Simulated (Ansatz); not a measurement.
## Single-point calculation, with input and output: W

- system: W (slab, 12 atoms in the cell)
- method: DFT PBE+D3(BJ), scalar-relativistic, plane waves, PAW, no spin polarisation (Ansatz 0.2.0)

The structure derives from an entry of the Crystallography Open Database. It belongs to a series of runs on one base structure; here: the slab at its places in the relaxed adsorbed structure. Figures and captions count atoms from 1; the log counts them from 0 in places.

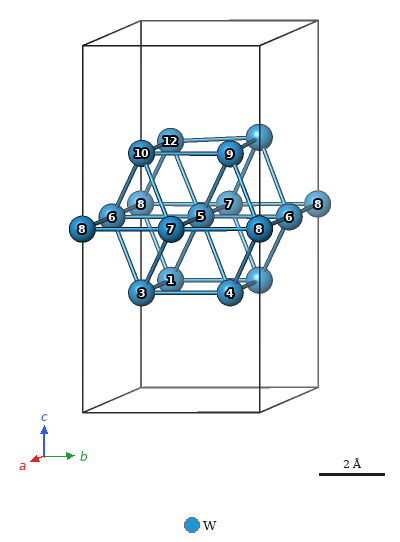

The structure as given in the input (ball-and-stick view of the cell of the calculation, with the vacuum cut short, seen slightly off an axis; atoms are numbered from 1 in the order of the input). An atom can appear more than once, as a periodic image. Near neighbours in the periodic cell (some may lie outside the picture): W has 6 W at 2.67 to 2.79 Å; W has 8 W at 2.67 to 2.79 Å.

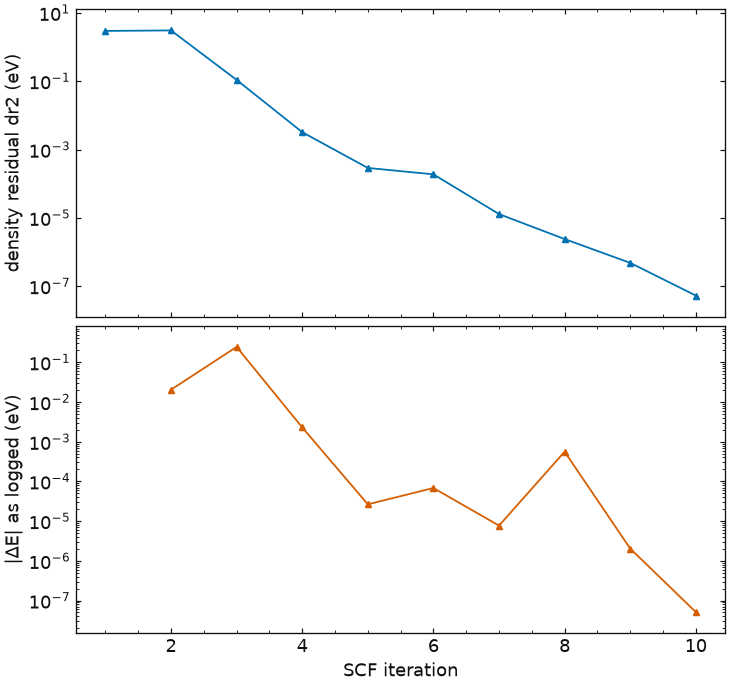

Convergence of the self-consistent field: density residual dr2 and size of the energy change against the SCF iteration. The residual falls almost steadily, with no more than small rises.

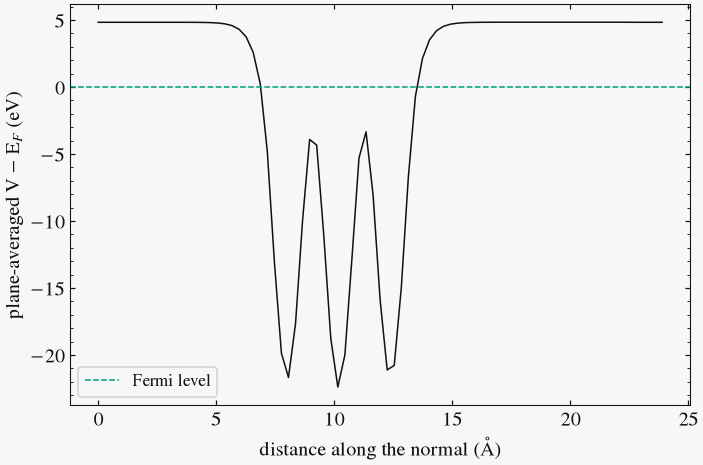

Plane average of the electrostatic potential energy of an electron across the cell, from the Fermi level. The vacuum level lies 4.84 eV above the Fermi level.

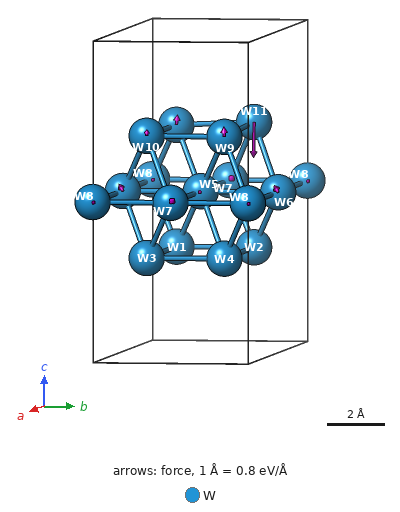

Forces on the atoms as pink arrows (ball-and-stick view of the cell of the calculation, with the vacuum cut short, seen slightly off an axis; atoms are numbered from 1 in the order of the input); the smallest are left out. The largest act on W11 (1.04 eV/Å). The geometry is not a stationary point of this energy.

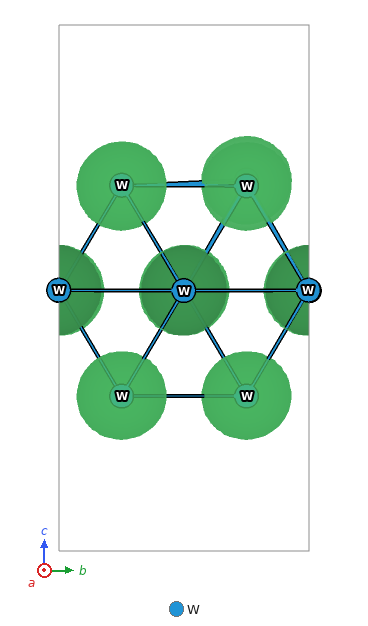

Isosurface of the valence electron density at 1 e/Å³ (green), seen along the a axis. Sticks mark near contacts. At this value the density breaks into separate islands; it holds about 65 % of the electrons treated as valence (semicore included). It is pinched off along the W–W (2.67 Å), W–W (2.73 Å) and W–W (2.78 Å) contacts. On the grid the lowest density along these lines, outside the cores, is 0.48 e/Å³ (W–W, 2.67 Å), 0.43 e/Å³ (W–W, 2.73 Å) and 0.4 e/Å³ (W–W, 2.78 Å). The fields are those of the smooth PAW valence density.

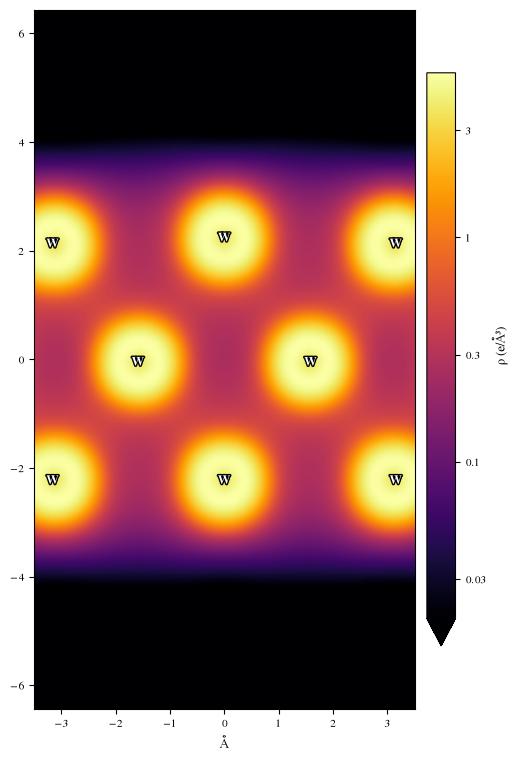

Valence charge density (pseudo) on the (11̄0) plane of the calculation cell, a cut from vacuum to vacuum. Atoms in the plane: W. W–W (2.70 Å): the density is about 0.46 e/Å³ at the midpoint. W–W (2.78 Å): the density is about 0.4 e/Å³ at the midpoint. The density dies away to nearly zero in the vacuum.

These pictures come from the run below.

## Input
```yaml
crystal:
  lattice:
    - [5.4721979616, 0.0, 0.0]
    - [-1.8240659872, 5.1592377156, 0.0]
    - [0.0, 0.0, 24.1841309258]
  atoms:
    - { symbol: W, position: [0.25, 0.25, 0.3307954305] }
    - { symbol: W, position: [0.25, 0.75, 0.3307954305] }
    - { symbol: W, position: [0.75, 0.25, 0.3307954305] }
    - { symbol: W, position: [0.75, 0.75, 0.3307954305] }
    - { symbol: W, position: [0.4981287749, 0.502078392, 0.4212780345] }
    - { symbol: W, position: [0.5015069788, 0.0014176609, 0.4208194304] }
    - { symbol: W, position: [-0.0011456391, 0.4987448586, 0.4208938199] }
    - { symbol: W, position: [0.0022108017, -0.0019158396, 0.4212574136] }
    - { symbol: W, position: [0.74997792, 0.7502462343, 0.5103170114] }
    - { symbol: W, position: [0.7501986469, 0.2499884541, 0.5109173584] }
    - { symbol: W, position: [0.2502406887, 0.7501366267, 0.5154383389] }
    - { symbol: W, position: [0.2505459733, 0.2495926838, 0.510328107] }
basis:
  ecutwfc: 420
kpoints:
  mp_grid: { grid: [4, 4, 1] }
hamiltonian:
  xc: pbe
  dispersion: d3bj
scf:
  occupations: { method: gaussian, width: 0.1 }
output:
  forces: true
  eigenvalues: true
  write_density: true
  volumetric_format: npy
efield:
  axis: 3
  dipole_correction: true
  ramp_width: 0.04
```

Launched with:
```bash
ansatz run input.yaml --threads 4 --pin off --max-ram 10240MiB --backend cpu --events-out ev --progress --plain --runs-dir out
```

## The program's output
```
Engine: ansatz 0.2.0, aarch64-unknown-linux-gnu
Pseudopotentials: kind: paw
Pseudopotential: W, paw, valence charge 14, recommended cutoff 420 eV (normal), W.paw.azcp
Functional definition: PBE
  parameter kappa = 0.804
  parameter beta = 0.06672455060314922
  exchange = pbe_x(kappa = kappa, mu = beta*pi^2/3)
  correlation = pbe_c(beta = beta)
Crystal: 12 atoms, lattice volume = 682.775 Å³
Basis set: ecut = 420 eV, 13377 PW (Γ), exchange–correlation on 80×80×324 points (8 copies of the dense FFT grid, shifted against one another)
Bands: 101, of which v1, the nominal top of the filled ones, is band 84 counted from 1 (83 counted from 0)
Symmetry: 1 space group operations
Space group: P1 (ITA 1), of the structure as read, at distance tolerance 8.8e-5 Å
k-points: 10 of 16 (time reversal used)
Non-local potential: W, projectors of the file, l = 0: 3, l = 1: 2, l = 2: 2, l = 3: 1
PAW form: soft (Blöchl's): semilocal exchange-correlation on the pseudo side does not see the compensation charge
PAW one-centre angular grid: W, 590 points (default); XC on 64 Gauss nodes
Initial density: superposition of atomic densities (neutral atoms: chi_scale 0, normalization atom), corrected by the library's trained network
Initial wavefunctions: pseudopotential atomic-orbital guess
Functional: x = pbe(κ = 0.804, μ = 0.2195149727645171), c = pbe(β = 0.06672455060314922)
SCF iter   1: F=—  HF=-124611.568717 eV  |F-HF|=—  |Δ(HF+E_count)|=         —  Δρ=8.52e-3  dr2=2.96e0  ethr=1.77e-3  p=0.000 e·Å  D=4.32e-5 V/Å  ΔV_dip=-0.00 eV  dr2_dipole=7.19e-5  V_vac-E_F(+/−)=5.13/5.13 eV  ⟨swp⟩=10.8  Hψ=5062  notcnv=0
efield: sawtooth ramp at fractional position 0.9031 (placed from the atoms, in the widest stretch of the axis that holds none; the zero of the levels goes with the place), width 0.0400; the density the first Hamiltonian is built on has a dipole p = 0.000 e·Å; the dipole correction subtracts the counter field D = 4.32e-5 V/Å, which shifts the + side's vacuum level by -0.00 eV against the − side's; the planar-averaged density in the ramp window peaks in size at 1.1e-6 e/Å³
preconditioner: auto → LDOS  [metal: Δε(μ)=0.086 eV  Ē_g=4.430 eV  σ=0.100 eV  W_gap=0.44  n_scr=108 (ndim 8)  ℏωp=12.1 eV  f_vac=0.639  D(μ)=11.68/eV (n_scr^D=66)  β→1.0]
SCF iter   2: F=—  HF=-124611.589125 eV  |F-HF|=—  |Δ(HF+E_count)|=   2.04e-2  Δρ=9.22e-3  dr2=3.06e0  ethr=1.76e-3  p=-0.001 e·Å  D=-1.41e-4 V/Å  ΔV_dip=0.00 eV  dr2_dipole=1.64e-4  V_vac-E_F(+/−)=4.82/4.82 eV  ⟨swp⟩=3.1  Hψ=1612  notcnv=0  defer=88
SCF iter   3: F=—  HF=-124611.344962 eV  |F-HF|=—  |Δ(HF+E_count)|=   2.44e-1  Δρ=2.05e-3  dr2=1.09e-1  ethr=1.76e-3  p=-0.000 e·Å  D=-1.13e-4 V/Å  ΔV_dip=0.00 eV  dr2_dipole=6.66e-5  V_vac-E_F(+/−)=4.88/4.88 eV  ⟨swp⟩=2.0  Hψ=1268  notcnv=0  defer=88
SCF iter   4: F=—  HF=-124611.342674 eV  |F-HF|=—  |Δ(HF+E_count)|=   2.29e-3  Δρ=4.01e-4  dr2=3.22e-3  ethr=6.46e-5  p=-0.001 e·Å  D=-1.94e-4 V/Å  ΔV_dip=0.00 eV  dr2_dipole=6.61e-6  V_vac-E_F(+/−)=4.87/4.86 eV  ⟨swp⟩=2.2  Hψ=1418  notcnv=0  defer=81
SCF iter   5: F=—  HF=-124611.342701 eV  |F-HF|=—  |Δ(HF+E_count)|=   2.65e-5  Δρ=1.77e-4  dr2=2.89e-4  ethr=1.91e-6  p=-0.001 e·Å  D=-1.75e-4 V/Å  ΔV_dip=0.00 eV  dr2_dipole=4.09e-6  V_vac-E_F(+/−)=4.85/4.85 eV  ⟨swp⟩=3.5  Hψ=2045  notcnv=0  defer=81
SCF iter   6: F=—  HF=-124611.342769 eV  |F-HF|=—  |Δ(HF+E_count)|=   6.82e-5  Δρ=1.13e-4  dr2=1.88e-4  ethr=1.72e-7  p=-0.001 e·Å  D=-1.83e-4 V/Å  ΔV_dip=0.00 eV  dr2_dipole=8.48e-7  V_vac-E_F(+/−)=4.84/4.84 eV  ⟨swp⟩=2.2  Hψ=1674  notcnv=0  defer=81
SCF iter   7: F=—  HF=-124611.342761 eV  |F-HF|=—  |Δ(HF+E_count)|=   7.70e-6  Δρ=3.48e-5  dr2=1.29e-5  ethr=1.12e-7  p=-0.001 e·Å  D=-1.76e-4 V/Å  ΔV_dip=0.00 eV  dr2_dipole=2.11e-7  V_vac-E_F(+/−)=4.84/4.83 eV  ⟨swp⟩=2.4  Hψ=1307  notcnv=0  defer=81
SCF iter   8: F=—  HF=-124611.343322 eV  |F-HF|=—  |Δ(HF+E_count)|=   5.60e-4  Δρ=1.37e-5  dr2=2.40e-6  ethr=7.66e-9  p=-0.001 e·Å  D=-1.70e-4 V/Å  ΔV_dip=0.00 eV  dr2_dipole=6.15e-8  V_vac-E_F(+/−)=4.84/4.83 eV  ⟨swp⟩=3.1  Hψ=1671  notcnv=0  defer=81
SCF iter   9: F=—  HF=-124611.343324 eV  |F-HF|=—  |Δ(HF+E_count)|=   2.03e-6  Δρ=6.21e-6  dr2=4.81e-7  ethr=1.43e-9  p=-0.001 e·Å  D=-1.66e-4 V/Å  ΔV_dip=0.00 eV  dr2_dipole=5.68e-9  V_vac-E_F(+/−)=4.84/4.83 eV  ⟨swp⟩=3.3  Hψ=2029  notcnv=0  defer=81
SCF iter  10: F=-124611.343324 eV  HF=-124611.343324 eV  |F-HF|=7.08e-8  |Δ(HF+E_count)|=   5.13e-8  Δρ=2.03e-6  dr2=5.32e-8  ethr=5.95e-11  p=-0.001 e·Å  D=-1.65e-4 V/Å  ΔV_dip=0.00 eV  dr2_dipole=1.76e-9  V_vac-E_F(+/−)=4.84/4.83 eV  ⟨swp⟩=16.2  Hψ=5386  notcnv=0
SCF 1 converged in 10 iterations: F = -124611.343324 eV  dr2 = 5.32e-8
  greatest PAW one-centre occupation: 1.000 electrons in one spin orbital (limit 2), on the W atom at site 2 (counted from 0), in its partial waves of l = 0
SCF converged after 10 iterations
Free energy (F): -124611.343324 eV
Harris-Foulkes:  -124611.343324 eV  (|F-HF|=7.08e-8)
Internal energy: -124611.277828 eV  (E = F + TS)
E sigma→0 (E₀):  -124611.310576 eV
Entropy (-TS):   -0.065495 eV (-5.458 meV/atom)
Fermi energy:    2.859885 eV
Dipole field:    D = -0.000195 V/Å  (p = -0.000736 e·Å, saw-weighted, corrected)
Work function:   Φ+ = 4.8363 eV   Φ− = 4.8316 eV
Levels:          The Fermi level and band energies are counted from a zero that moves with the ramp; work functions are not
--- Per-component energies (eV) ---
  E_band       = -4244.911949
  E_kinetic    = 5376.275304
  E_local      = -205191.585183  (includes V_loc(G=0)·N_el)
  E_nonlocal   = 16.557321
  E_hartree    = 99949.191314
  E_xc         = -3187.742022
  E_vxc        = -2844.893440  (∫ρ·V_xc dr)
  E_paw        = -102750.395977  (= ΣΔE_a)
  E_vpaw       = -1499.586493  (= ΣTr[D̂ρ^β])
  E_aug_tail   = -0.000697  (compensation charges beyond the density's cutoff)
  E_efield     = 0.000000  (sawtooth field / dipole correction)
  E_vefield    = -0.001517  (∫n·V_field dr)
  E_ewald      = 81181.703606
  E_disp       = -5.281494  (pairwise vdW)
  E_smearing   = -0.065495  (= −TS)
  E_closure    = -0.000000  (closes the sum)
  Σ components = -124611.343324   (vs F -124611.343324, Δ=0.00e0)
--- Forces (eV/Å), atoms counted from 1 ---
  atom   1  W      0.00088450     0.00255440    -0.00229756
  atom   2  W      0.00117273    -0.00140658    -0.04309851
  atom   3  W      0.00399294     0.00481022     0.06704218
  atom   4  W      0.00312183    -0.00076247    -0.00094673
  atom   5  W      0.07861979    -0.05656637    -0.07064439
  atom   6  W     -0.12501614    -0.18134551     0.18159068
  atom   7  W      0.12584615     0.17819102     0.16119180
  atom   8  W     -0.08233839     0.04994751    -0.06305618
  atom   9  W      0.01454746    -0.01188356     0.30815755
  atom  10  W      0.01130895     0.01146559     0.19854935
  atom  11  W     -0.00431288    -0.01978319    -1.04233099
  atom  12  W     -0.02782707     0.02477917     0.30592748
  max |Σ_I F_I| component: 8.47e-5 eV/Å
--- Band table (eV; the first three rows and the last of 10) ---
  k-point 0: bands = ["-71.1573", "-71.0752", "-71.0559", "-71.0317", "-71.0250", "-70.9808", "-70.9483", "-70.9291", "-70.9152", "-70.8948", "-70.8684", "-70.8559", "-36.0839", "-36.0681", "-36.0402", "-35.9307", "-35.8505", "-35.8351", "-35.6788", "-35.6259", "-35.6257", "-35.6164", "-35.6013", "-35.5836", "-35.4371", "-35.3409", "-35.2980", "-35.2519", "-35.2340", "-35.2302", "-35.2287", "-35.1437", "-35.1399", "-35.1335", "-35.1065", "-34.9119", "-34.8754", "-34.8573", "-34.8462", "-34.8434", "-34.7694", "-34.7061", "-34.7053", "-34.6758", "-34.6430", "-34.6303", "-34.5837", "-34.5734", "-5.8706", "-3.7327", "-3.1777", "-2.8801", "-2.8551", "-2.8260", "-2.5611", "-2.5330", "-2.2861", "-2.2424", "-1.3815", "-1.3654", "-1.3630", "-0.4089", "-0.3978", "-0.3815", "-0.2178", "-0.1795", "-0.1077", "0.1106", "0.1779", "0.1969", "0.7599", "1.3538", "1.3813", "1.3942", "1.5386", "1.7643", "2.1834", "2.3921", "2.8526", "2.9066", "2.9196", "3.2420", "3.5120", "3.6497", "4.3227", "4.3254", "4.3808", "4.3964", "4.4662", "4.7401", "4.9689", "4.9874", "5.0770", "5.1249", "5.1632", "5.2227", "5.2543", "5.2983", "5.3979", "5.4998", "5.5012"]
  k-point 1: bands = ["-71.1446", "-71.0833", "-71.0562", "-71.0327", "-71.0254", "-70.9728", "-70.9459", "-70.9327", "-70.9115", "-70.8937", "-70.8751", "-70.8639", "-36.0327", "-35.9653", "-35.9573", "-35.8876", "-35.8063", "-35.7779", "-35.6594", "-35.6473", "-35.6071", "-35.5579", "-35.5207", "-35.4927", "-35.4862", "-35.3818", "-35.3484", "-35.2929", "-35.2463", "-35.2275", "-35.2195", "-35.1406", "-35.1151", "-35.0866", "-35.0389", "-34.9870", "-34.9496", "-34.9203", "-34.8888", "-34.8643", "-34.8127", "-34.7767", "-34.7674", "-34.7335", "-34.6912", "-34.6477", "-34.6291", "-34.6237", "-5.3389", "-3.2311", "-3.0518", "-2.6336", "-2.4076", "-2.3852", "-2.3669", "-2.1753", "-2.0380", "-1.8816", "-1.4037", "-0.8781", "-0.7592", "-0.3087", "-0.2455", "-0.1866", "-0.1216", "-0.0929", "-0.0795", "-0.0295", "0.3872", "0.5386", "0.7930", "0.8442", "0.9512", "0.9830", "1.3985", "1.6783", "2.0837", "2.1803", "2.2294", "2.3291", "2.5712", "2.8014", "2.8333", "2.9401", "3.0934", "3.5190", "3.6268", "3.9695", "4.3372", "4.5122", "4.5731", "4.5940", "4.8272", "4.9152", "4.9965", "5.0689", "5.1851", "5.2329", "5.2804", "5.3955", "5.4786"]
  k-point 2: bands = ["-71.1143", "-71.1125", "-71.0467", "-71.0439", "-71.0217", "-70.9548", "-70.9523", "-70.9411", "-70.8985", "-70.8878", "-70.8872", "-70.8775", "-35.9380", "-35.9362", "-35.7930", "-35.7908", "-35.7165", "-35.7150", "-35.6887", "-35.6856", "-35.6379", "-35.6230", "-35.4375", "-35.4236", "-35.4062", "-35.3850", "-35.2657", "-35.2421", "-35.2282", "-35.2050", "-35.1608", "-35.1564", "-35.1336", "-35.1254", "-35.1239", "-35.1189", "-35.0034", "-34.9976", "-34.9109", "-34.9076", "-34.8941", "-34.8884", "-34.8597", "-34.8475", "-34.6774", "-34.6547", "-34.6523", "-34.6390", "-4.0705", "-4.0651", "-2.3862", "-2.3835", "-1.7177", "-1.6933", "-1.6150", "-1.6020", "-1.5787", "-1.5581", "-1.2018", "-1.1826", "-0.3870", "-0.3624", "-0.1801", "-0.1675", "-0.1547", "-0.1053", "0.3389", "0.3716", "0.4082", "0.4151", "0.6915", "0.7428", "1.1175", "1.1832", "1.3822", "1.4455", "1.4705", "1.5306", "1.7522", "1.7822", "2.0131", "2.0760", "2.1209", "2.2014", "3.1593", "3.2000", "3.3755", "3.4579", "3.5682", "3.6100", "3.8690", "3.9888", "4.5407", "4.5694", "4.7107", "4.7789", "4.8707", "4.9533", "4.9797", "5.0114", "5.2663"]
  k-point 9: bands = ["-71.1007", "-71.0833", "-71.0756", "-71.0563", "-71.0160", "-70.9322", "-70.9315", "-70.9289", "-70.9220", "-70.9056", "-70.8947", "-70.8925", "-35.8091", "-35.8039", "-35.7737", "-35.7570", "-35.6642", "-35.6402", "-35.5097", "-35.5056", "-35.4426", "-35.4211", "-35.3798", "-35.3797", "-35.3419", "-35.2958", "-35.2832", "-35.2704", "-35.2381", "-35.2155", "-35.1931", "-35.1479", "-35.1342", "-35.1228", "-35.1196", "-35.1068", "-35.0964", "-35.0868", "-35.0363", "-35.0263", "-34.9930", "-34.9824", "-34.9171", "-34.8802", "-34.8774", "-34.8757", "-34.8487", "-34.8346", "-3.5054", "-3.4794", "-1.9972", "-1.9706", "-1.6981", "-1.6786", "-1.4989", "-1.4088", "-1.1049", "-1.0929", "-0.3052", "-0.2723", "-0.2233", "-0.1098", "-0.0276", "0.0022", "0.0317", "0.0892", "0.3908", "0.4317", "0.9971", "1.0337", "1.0801", "1.1448", "1.2318", "1.3596", "1.5522", "1.6181", "1.7843", "1.8502", "1.9269", "1.9395", "1.9419", "1.9975", "2.2307", "2.2491", "2.3239", "2.4673", "2.7215", "2.7918", "3.3959", "3.4049", "3.6434", "3.7163", "3.8018", "3.8482", "3.9507", "3.9717", "4.1653", "4.1976", "4.2522", "4.4051", "4.5760"]
```

## Key numbers

| quantity | value |
| --- | --- |
| outcome | converged |
| electrons treated | 168 |
| free energy | −124611.3433 eV |
| work function, top face | 4.84 eV |
| work function, bottom face | 4.83 eV |
| Fermi energy | 2.860 eV |
| gap on the k-point mesh | none (metallic) |
| work function (upper face) | 4.84 eV |
| largest force (length of the vector) | 1.043 eV/Å |
| hardware | 4 threads of Arm Neoverse V1, 24 GiB of memory available, shared host |
| wall time | 19 s (CPU time 74 s) |
| peak memory | 1.6 GiB |

## Notes

Spin–orbit coupling is left out, which matters for W.
